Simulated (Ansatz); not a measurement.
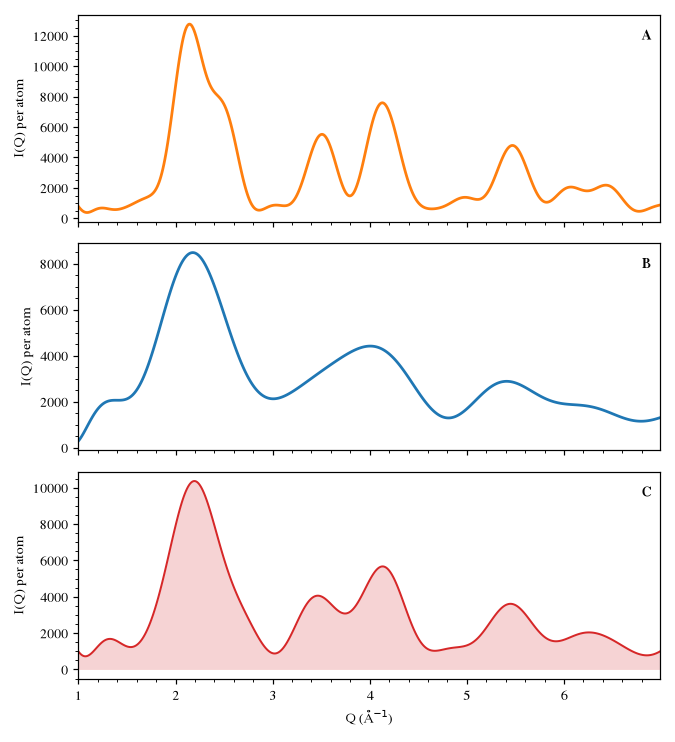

X-ray scattering of spheres cut from the crystal structure of Hg (Fm-3m, a = 5.064 Å, b = 5.064 Å, c = 5.064 Å, α = 90.00°, β = 90.00°, γ = 90.00°), calculated atom by atom with the Debye equation (B = 0.5 Å², no relaxation of the surface). Basis of the simulation: the input geometry of an electronic-structure calculation (not necessarily at equilibrium); the starting structure was generated, so it need not be a known form of this composition.

Q: The spheres are 10, 14 and 20 Å across. Which curve is which?

A: curve A: 20 Å (135 atoms); curve B: 10 Å (13 atoms); curve C: 14 Å (43 atoms). Peak widths go roughly as 2π/D, so the largest sphere has the sharpest peaks.

Q: Index the main peaks of the largest sphere.

A: Q ≈ 2.14 Å⁻¹: 111; Q ≈ 3.51 Å⁻¹: 220; Q ≈ 4.13 Å⁻¹: 311 + 222; Q ≈ 5.47 Å⁻¹: 331 + 420.
